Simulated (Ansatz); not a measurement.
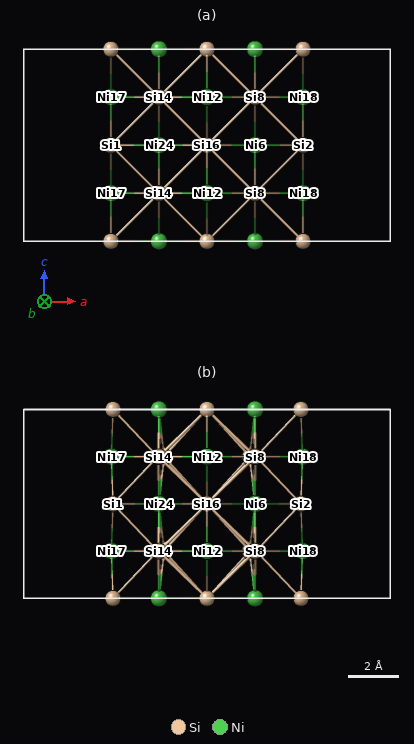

The structure of a wire of composition Si2Ni before (top) and after (bottom) a relaxation, at one scale.

A ball-and-stick model of the 2 repeat of the cell, with the vacuum cut short (origin shifted), seen along the b axis.

Case: wire along [1 1 0], 24 atoms a period.

These are results of Ansatz, DFT PBE, scalar-relativistic, plane waves, PAW, not measurements. Set-up: plane-wave cutoff 420 eV; k-point mesh 1 × 1 × 14; occupations gaussian; smearing width 0.05 eV; no spin polarisation; cell relaxed at fixed a, b, alpha, beta, gamma; force threshold 0.02 eV/Å; at most 45 steps.

Question: Describe what moved and what it gained.

Answer: The largest moves relative to the centre of the atoms, 0.23 Å, are those of Si atoms. Largest moves by element: Si 0.23 Å, Ni 0.22 Å. Along the periodic axis the drawn cell goes c 7.703 → 7.573 Å (−1.7 %). Near-neighbour distances that change, for instance: Si–Si 2.723 → 2.556 Å, Ni–Si 2.359 → 2.226 Å, Si–Si 2.723 → 2.610 Å, Ni–Si 2.359 → 2.270 Å. Among the angles between lasting bonds that change: Ni–Si–Si 125.3° → 132.7°, Si–Ni–Si 109.5° → 115.7°, Si–Si–Si 90.0° → 95.5°. Over 4 accepted moves (6 points after the start) the energy falls by 0.785 eV per cell of the calculation. Largest force component: 1.6 eV/Å at the start, 0.0071 eV/Å at the end. The line search rejected the trial step at point 3 of the run. At 1 point the geometry stayed and the basis and grid were re-selected for the new cell (energy shift of 1.4 meV per cell of the calculation at most each time). The run took 8.1 min on 4 threads of Intel(R) Xeon(R) Processor @ 2.70GHz (shared host), peak memory 3.4 GiB.

Limits of the set-up: an element that often carries a moment was run without spin polarisation.
